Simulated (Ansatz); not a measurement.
Single-point calculation, with input and output: Al2Cu

Al2Cu (Pmm2, 9 atoms in the cell), computed with DFT r2SCAN, scalar-relativistic, plane waves, PAW, no spin polarisation (Ansatz 0.2.0).

The structure derives from a Materials Project entry. It belongs to a series of runs on one base structure; here: the crystal opened by +1.00 A across the cut. Figures and captions count atoms from 1; the log counts them from 0 in places.

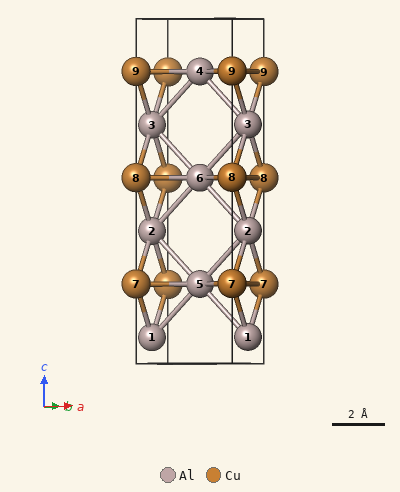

Figure 1. The structure as given in the input (ball-and-stick view of the cell of the calculation, seen at an oblique angle; atoms are numbered from 1 in the order of the input). An atom can appear more than once, as a periodic image. Near neighbours in the periodic cell (some may lie outside the picture): Al has 4 Al at 2.85 to 2.89 Å and 2 Cu at 2.49 Å; Al has 6 Al at 2.85 to 2.89 Å and 4 Cu at 2.49 Å; Al has 4 Al at 2.85 to 2.89 Å and 4 Cu at 2.49 Å; Cu has 8 Al at 2.49 Å and 2 Cu at 2.85 Å; Cu has 6 Al at 2.49 Å and 2 Cu at 2.85 Å.

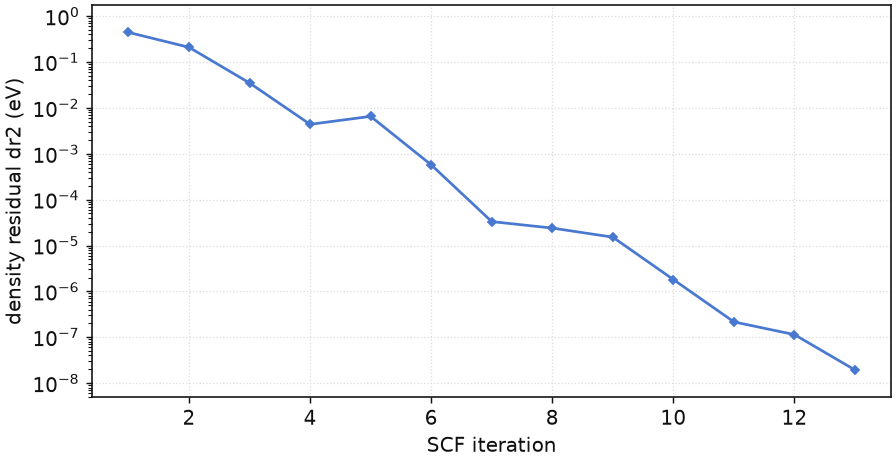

Figure 2. Convergence of the self-consistent field: density residual dr2 against the SCF iteration. The residual falls almost steadily, with no more than small rises.

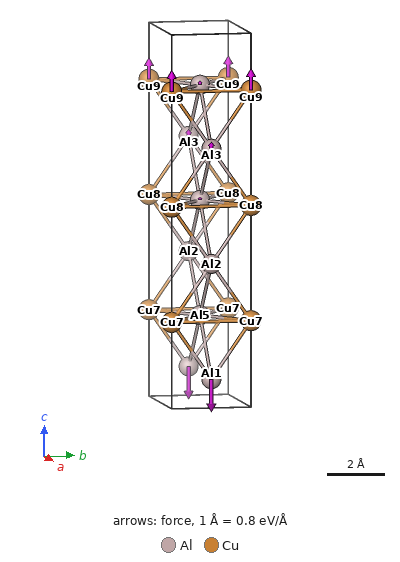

Figure 3. Forces on the atoms as pink arrows (ball-and-stick view of the cell of the calculation, seen slightly off an axis; atoms are numbered from 1 in the order of the input); the smallest are left out. The largest act on Al1 (0.95 eV/Å); Cu9 (0.64 eV/Å). The geometry is not a stationary point of this energy.

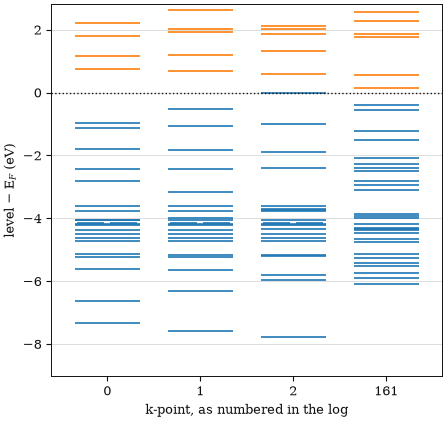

Figure 4. Kohn–Sham levels near the Fermi level (dotted) at the few k-points that the log prints; levels within 0.02 eV of each other stand side by side. The system is metallic on the full mesh.

The input and output of the run follow.

### Input file
```yaml
crystal:
  lattice:
    - [0.0, -4.0880282815, 0.0]
    - [0.0, 0.0, -2.8513253939]
    - [13.2640848444, 0.0, 0.0]
  atoms:
    - { symbol: Al, position: [0.0, 0.5, 0.0770352935] }
    - { symbol: Al, position: [0.0, 0.5, 0.385238108] }
    - { symbol: Al, position: [0.0, 0.5, 0.6934409226] }
    - { symbol: Al, position: [0.5, 0.5, 0.8475423299] }
    - { symbol: Al, position: [0.5, 0.5, 0.2311367008] }
    - { symbol: Al, position: [0.5, 0.5, 0.5393395153] }
    - { symbol: Cu, position: [0.0, 0.0, 0.2311367008] }
    - { symbol: Cu, position: [0.0, 0.0, 0.5393395153] }
    - { symbol: Cu, position: [0.0, 0.0, 0.8475423299] }
basis:
  ecutwfc: 500
kpoints:
  mp_grid: { grid: [11, 16, 4] }
hamiltonian:
  xc: r2scan
scf:
  occupations: { method: gaussian, width: 0.15 }
output:
  forces: true
  stress: true
  eigenvalues: true
```

Run as:
```bash
ansatz run input.yaml --threads 2 --pin off --max-ram 5120MiB --backend cpu --events-out ev --progress --plain --runs-dir out
```

### Output
```
Engine: ansatz 0.2.0, x86_64-unknown-linux-gnu
Pseudopotentials: kind: paw
Pseudopotential: Al, paw, valence charge 3, recommended cutoff 500 eV (meta_gga), Al.paw.azcp
Pseudopotential: Cu, paw, valence charge 19, recommended cutoff 500 eV (meta_gga), Cu.paw.azcp
Functional definition: r2SCAN
  parameter k0 = 0.174
  parameter k1 = 0.065
  parameter a1 = 4.9479
  exchange = r2scan_x(k0 = k0, k1 = k1, a1 = a1)
  correlation = r2scan_c
Crystal: 9 atoms, lattice volume = 154.610 Å³
Basis set: ecut = 500 eV, 3925 PW (Γ), exchange–correlation on 120×96×400 points (64 copies of the dense FFT grid, shifted against one another)
Bands: 47, of which v1, the nominal top of the filled ones, is band 38 counted from 1 (37 counted from 0)
Symmetry: 4 space group operations
Space group: Pmm2 (ITA 25), of the structure as read, at distance tolerance 5.4e-5 Å
k-points: 162 of 704 (time reversal used)
Non-local potential: Al, projectors of the file, l = 0: 2, l = 1: 2, l = 2: 1
Non-local potential: Cu, projectors of the file, l = 0: 3, l = 1: 2, l = 2: 3, l = 3: 1
PAW form: soft (Blöchl's): semilocal exchange-correlation on the pseudo side does not see the compensation charge
PAW frozen core: Al, regenerated for the run's functional (the file was generated under x = pbe(κ = 0.804, μ = 0.2195149727645171), c = pbe(β = 0.06672455060314922))
PAW frozen core: Cu, regenerated for the run's functional (the file was generated under x = pbe(κ = 0.804, μ = 0.2195149727645171), c = pbe(β = 0.06672455060314922))
PAW one-centre angular grid: Al, 302 points (default); XC on 160 Gauss nodes
PAW one-centre angular grid: Cu, 590 points (default); XC on 160 Gauss nodes
Initial density: superposition of atomic densities (neutral atoms: chi_scale 0, normalization atom), corrected by the library's trained network
Initial wavefunctions: pseudopotential atomic-orbital guess
Functional: x = r2scan, c = r2scan; τ floored in thin density (d = 2e-4 eV/Å³)
SCF iter   1: F=—  HF=-23135.525775 eV  |F-HF|=—  |Δ(HF+E_count)|=         —  Δρ=2.03e-2  dr2=4.44e-1  dr2_τ=2.78e-2  ethr=1.77e-3  ⟨swp⟩=8.9  Hψ=34613  notcnv=0  defer=13
preconditioner: auto → Kerker (q_TF=auto, 2.418 Å⁻¹)  [metal: Δε(μ)=0.008 eV  Ē_g=7.568 eV  σ=0.150 eV  W_gap=0.03  n_scr=34 (ndim 8)  ℏωp=21.3 eV  f_vac=0.001  D(μ)=3.04/eV (n_scr^D=16)]
SCF iter   2: F=—  HF=-23135.591745 eV  |F-HF|=—  |Δ(HF+E_count)|=   6.60e-2  Δρ=1.54e-2  dr2=2.10e-1  dr2_τ=2.45e-3  ethr=5.92e-4  ⟨swp⟩=2.1  Hψ=13803  notcnv=0  defer=441
SCF iter   3: F=—  HF=-23135.530364 eV  |F-HF|=—  |Δ(HF+E_count)|=   6.14e-2  Δρ=4.14e-3  dr2=3.50e-2  dr2_τ=1.03e-4  ethr=2.80e-4  ⟨swp⟩=2.0  Hψ=11809  notcnv=0  defer=441
SCF iter   4: F=—  HF=-23135.523933 eV  |F-HF|=—  |Δ(HF+E_count)|=   6.43e-3  Δρ=1.37e-3  dr2=4.39e-3  dr2_τ=1.95e-5  ethr=4.66e-5  ⟨swp⟩=1.8  Hψ=10903  notcnv=0  defer=439
SCF iter   5: F=—  HF=-23135.524924 eV  |F-HF|=—  |Δ(HF+E_count)|=   9.91e-4  Δρ=2.44e-3  dr2=6.55e-3  dr2_τ=2.92e-5  ethr=5.85e-6  ⟨swp⟩=2.0  Hψ=11027  notcnv=0  defer=439
SCF iter   6: F=—  HF=-23135.523840 eV  |F-HF|=—  |Δ(HF+E_count)|=   1.08e-3  Δρ=3.31e-4  dr2=5.74e-4  dr2_τ=2.67e-6  ethr=5.85e-6  ⟨swp⟩=2.0  Hψ=10402  notcnv=0  defer=439
SCF iter   7: F=—  HF=-23135.523710 eV  |F-HF|=—  |Δ(HF+E_count)|=   1.30e-4  Δρ=1.70e-4  dr2=3.32e-5  dr2_τ=1.54e-7  ethr=7.65e-7  ⟨swp⟩=2.0  Hψ=8118  notcnv=0  defer=439
SCF iter   8: F=—  HF=-23135.523701 eV  |F-HF|=—  |Δ(HF+E_count)|=   9.41e-6  Δρ=1.27e-4  dr2=2.40e-5  dr2_τ=9.98e-8  ethr=4.43e-8  ⟨swp⟩=2.0  Hψ=13095  notcnv=0  defer=439
SCF iter   9: F=—  HF=-23135.523701 eV  |F-HF|=—  |Δ(HF+E_count)|=   6.57e-7  Δρ=1.02e-4  dr2=1.52e-5  dr2_τ=6.38e-8  ethr=3.20e-8  ⟨swp⟩=2.0  Hψ=10640  notcnv=0  defer=439
SCF iter  10: F=—  HF=-23135.523701 eV  |F-HF|=—  |Δ(HF+E_count)|=   8.02e-7  Δρ=2.79e-5  dr2=1.81e-6  dr2_τ=1.34e-8  ethr=2.02e-8  ⟨swp⟩=2.0  Hψ=10331  notcnv=0  defer=439
SCF iter  11: F=—  HF=-23135.523701 eV  |F-HF|=—  |Δ(HF+E_count)|=   3.02e-7  Δρ=9.76e-6  dr2=2.16e-7  dr2_τ=8.82e-10  ethr=2.41e-9  ⟨swp⟩=2.0  Hψ=10973  notcnv=0  defer=439
SCF iter  12: F=—  HF=-23135.523701 eV  |F-HF|=—  |Δ(HF+E_count)|=   1.54e-8  Δρ=8.42e-6  dr2=1.14e-7  dr2_τ=2.19e-10  ethr=1.33e-10  ⟨swp⟩=11.2  Hψ=30999  notcnv=0
SCF iter  13: F=-23135.523701 eV  HF=-23135.523701 eV  |F-HF|=1.46e-8  |Δ(HF+E_count)|=   1.34e-9  Δρ=2.58e-6  dr2=1.93e-8  dr2_τ=3.38e-11  ethr=1.33e-10  ⟨swp⟩=4.0  Hψ=23951  notcnv=0
SCF 1 converged in 13 iterations: F = -23135.523701 eV  dr2 = 1.93e-8
  greatest PAW one-centre occupation: 1.000 electrons in one spin orbital (limit 2), on the Cu atom at site 8 (counted from 0), in its partial waves of l = 0
SCF converged after 13 iterations
Free energy (F): -23135.523701 eV
Harris-Foulkes:  -23135.523701 eV  (|F-HF|=1.46e-8)
Internal energy: -23135.489593 eV  (E = F + TS)
E sigma→0 (E₀):  -23135.506647 eV
Entropy (-TS):   -0.034108 eV (-3.790 meV/atom)
Fermi energy:    8.546880 eV
--- Per-component energies (eV) ---
  E_band       = -1619.648673
  E_kinetic    = 1032.862958
  E_local      = -19477.004442  (includes V_loc(G=0)·N_el)
  E_nonlocal   = 1229.165249
  E_hartree    = 8796.049339
  E_xc         = -470.622162
  E_vxc        = -561.457214  (∫ρ·V_xc dr)
  E_paw        = -7860.579964  (= ΣΔE_a)
  E_vpaw       = -1471.035100  (= ΣTr[D̂ρ^β])
  E_aug_tail   = 0.000431  (compensation charges beyond the density's cutoff)
  E_vtau       = 35.737401  (kinetic-family band-sum trace: ∫τ·v_τ [+ j·A + Jᵃ·Aᵃ] dr)
  E_ewald      = -6384.097029
  E_core_change = -1.263972  (= ΣΔE_core)
  E_smearing   = -0.034108  (= −TS)
  E_closure    = -0.000000  (closes the sum)
  Σ components = -23135.523701   (vs F -23135.523701, Δ=0.00e0)
--- Forces (eV/Å), atoms counted from 1 ---
  atom   1  Al    -0.95026003     0.00000000     0.00000000
  atom   2  Al    -0.04557485     0.00000000     0.00000000
  atom   3  Al     0.20451304     0.00000000    -0.00000000
  atom   4  Al     0.12142322     0.00000000    -0.00000000
  atom   5  Al     0.00141991     0.00000000     0.00000000
  atom   6  Al     0.09292125     0.00000000    -0.00000000
  atom   7  Cu    -0.03045857     0.00000000     0.00000000
  atom   8  Cu    -0.03022179     0.00000000     0.00000000
  atom   9  Cu     0.63624812     0.00000000    -0.00000000
  max |Σ_I F_I| component: 1.03e-5 eV/Å
--- Stress (GPa, compression-positive) ---
       -3.186541       0.000000       0.000000
        0.000000       0.265849       0.000000
        0.000000       0.000000      -3.028262
  P = ⅓ Tr σ = -1.9830 GPa (-19.830 kbar)
--- Band table (eV; the first three rows and the last of 162) ---
  k-point 0: bands = ["-109.4575", "-109.4009", "-108.9815", "-65.2632", "-65.2590", "-65.2512", "-65.2060", "-65.2052", "-65.1979", "-64.8414", "-64.7852", "-64.7390", "-2.5083", "-1.8043", "-1.0855", "1.2329", "1.9162", "2.9385", "3.3322", "3.4051", "3.8273", "3.9168", "4.0474", "4.1622", "4.3408", "4.3629", "4.3915", "4.4092", "4.4801", "4.5021", "4.7906", "4.9531", "5.7512", "6.1020", "6.7656", "7.4349", "7.5862", "9.2937", "9.7082", "10.3457", "10.7647", "11.5216", "11.7139", "12.0988", "13.0256", "13.3816", "14.3814"]
  k-point 1: bands = ["-109.4575", "-109.4009", "-108.9815", "-65.2632", "-65.2590", "-65.2512", "-65.2060", "-65.2052", "-65.1979", "-64.8414", "-64.7852", "-64.7390", "-2.4934", "-1.8702", "-0.9852", "0.9712", "2.2414", "2.8906", "3.3331", "3.3929", "3.8278", "3.9164", "4.0483", "4.1835", "4.3408", "4.3629", "4.3915", "4.4092", "4.5009", "4.5467", "4.7906", "4.9531", "5.3703", "6.1201", "6.7131", "7.4863", "8.0403", "9.2497", "9.7321", "10.4633", "10.5560", "11.1832", "11.7975", "11.9057", "12.9228", "13.8215", "14.2219"]
  k-point 2: bands = ["-109.4575", "-109.4009", "-108.9815", "-65.2632", "-65.2590", "-65.2512", "-65.2060", "-65.2052", "-65.1979", "-64.8414", "-64.7852", "-64.7390", "-2.4768", "-1.9288", "-0.8873", "0.7822", "2.5782", "2.7570", "3.3349", "3.3783", "3.8282", "3.9159", "4.0493", "4.2051", "4.3408", "4.3629", "4.3915", "4.4092", "4.4997", "4.7906", "4.8165", "4.8458", "4.9531", "6.1403", "6.6631", "7.5337", "8.5316", "9.1359", "9.8548", "10.4152", "10.5834", "10.6543", "11.4183", "12.3586", "13.2639", "13.4765", "13.7715"]
  k-point 161: bands = ["-109.4566", "-109.4000", "-108.9806", "-65.2670", "-65.2619", "-65.2577", "-65.2138", "-65.2047", "-65.2039", "-64.8402", "-64.8008", "-64.7378", "2.4735", "2.6559", "2.8158", "3.0370", "3.1175", "3.2784", "3.3978", "3.7880", "3.9022", "4.0883", "4.1737", "4.2031", "4.2464", "4.3683", "4.5432", "4.6162", "4.6757", "5.4411", "5.6036", "5.7222", "6.0643", "6.1420", "6.2855", "6.4565", "7.0493", "7.3359", "7.9903", "8.1677", "8.7022", "9.0996", "10.3290", "10.4138", "10.8267", "11.1183", "11.4122"]
```

### Results in brief

```csv
quantity,value
outcome,converged
space group (tolerance 0.01 Å),Pmm2 (25)
electrons treated,75
free energy,−23135.5237 eV
Fermi energy,8.547 eV
gap on the k-point mesh,none (metallic)
pressure,−1.98 GPa
largest force (length of the vector),0.950 eV/Å
hardware,"2 threads of Intel Xeon @ 2.50GHz (Skylake/Cascade Lake), 189 GiB of memory available, shared host"
wall time,3.6 min (CPU time 7.1 min)
peak memory,1.4 GiB
```
